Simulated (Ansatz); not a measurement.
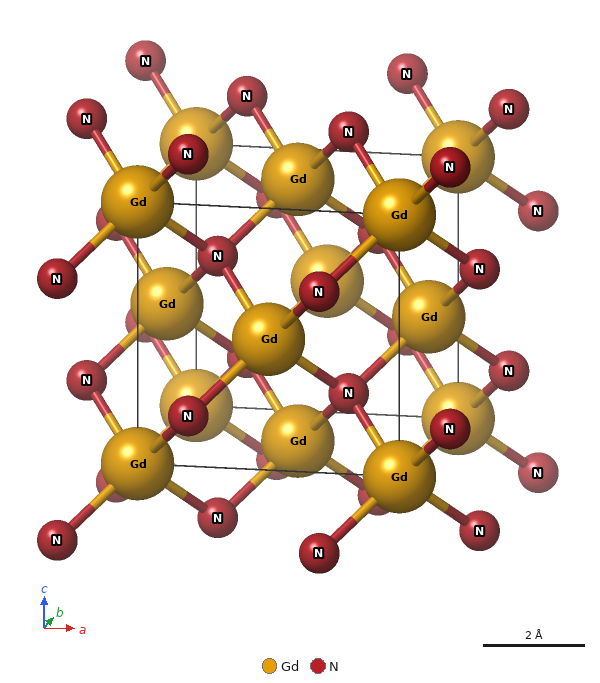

The starting point is solid GdN (a generated structure, set up in F-43m). A ball-and-stick model of the conventional cell (4 times the calculation's cell), seen slightly off an axis. Lengths and directions refer to the drawn axes.

Method: DFT, PBE, all-electron PAW with datasets made for the crystal, scalar-relativistic in Ansatz. Settings: plane-wave cutoff 320 eV; k-point mesh 12 × 12 × 12; occupations fermi dirac; smearing width 0.03 eV; collinear spin.

The variant: All lengths are scaled by +1.3 % (volume +4.0 %), the atoms keeping their fractional coordinates. No relaxation follows.

Input
```yaml
crystal:
  lattice:
    - [0.0, 2.703587086, 2.703587086]
    - [2.703587086, 0.0, 2.703587086]
    - [2.703587086, 2.703587086, 0.0]
  atoms:
    - { symbol: Gd, position: [0.0, 0.0, 0.0], spin: 7.0 }
    - { symbol: "N", position: [0.25, 0.25, 0.25] }
magnetization:
  spin_polarized: true
kpoints:
  mp_grid: { grid: [12, 12, 12] }
scf:
  occupations: { method: fermi_dirac, width: 0.03 }
hamiltonian:
  xc: pbe
  pseudopotentials: { kind: all_electron, datasets: crystal }
output:
  forces: true
  stress: true
  eigenvalues: true
  efg: { contact_densities: true }
```

Launched with:
```bash
ansatz run input.yaml --threads 1 --pin off --max-ram 3072MiB --backend cpu --events-out ev --progress --plain --runs-dir out
```

What is the effect?

Answer. Energy change: +9.2 meV per atom. Pressure: 0.0 GPa before, −3.8 GPa after. All forces vanish by symmetry. The absolute magnetisation per cell goes from 7.12 to 7.13 μB (net moment 7.00 and 7.00 μB). Among the bonded contacts that change: Gd–N 2.311 → 2.341 Å. The space group stays F-43m (No. 216).
